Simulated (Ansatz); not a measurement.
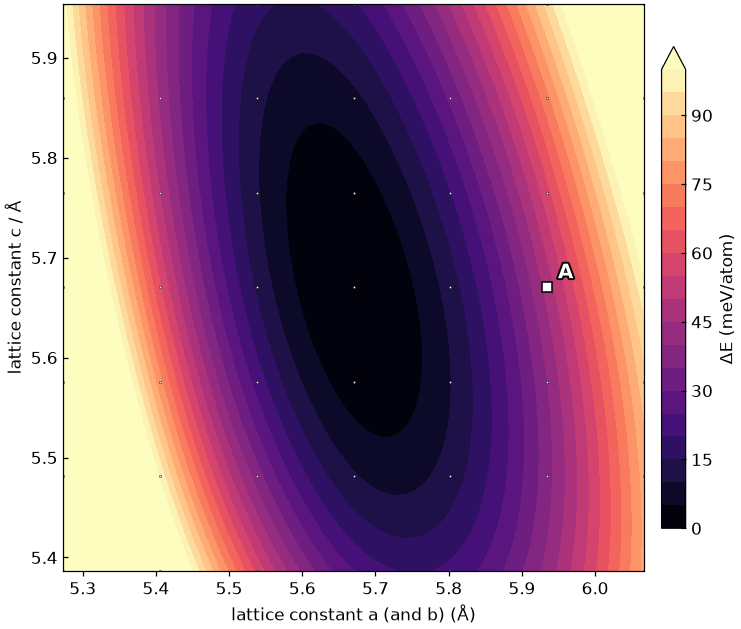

Al₂Cu (Fm-3m, No. 225; 3 atoms in the cell). The energy is mapped over the lattice constants a and c of the conventional cell. The first coordinate is: lattice constant a (and b); the second: lattice constant c. Nothing is relaxed (symmetry fixes all fractional coordinates). The grid has 7 × 7 points. All energies are given in meV/atom relative to the lowest grid point. All numbers below come from DFT LDA, scalar-relativistic, plane waves, PAW in Ansatz 0.2.0. Settings: cutoff 520 eV, k-mesh 14×14×14, gaussian smearing 0.15 eV, no spin polarisation.

Drawn: filled contours, dots at the grid points, one colour for all values above the top of the scale, the point A. Between grid points the surface is interpolated.

**Is A at rest? If not, where is it pushed?**

A, at lattice constant a (and b) = 5.935 Å, lattice constant c = 5.670 Å, is not a stationary point. The computed force is 330 meV/atom for each Å towards smaller values of lattice constant a (and b) and 97.9 meV/atom for each Å towards smaller values of lattice constant c.

PAW datasets: the set soft_1.
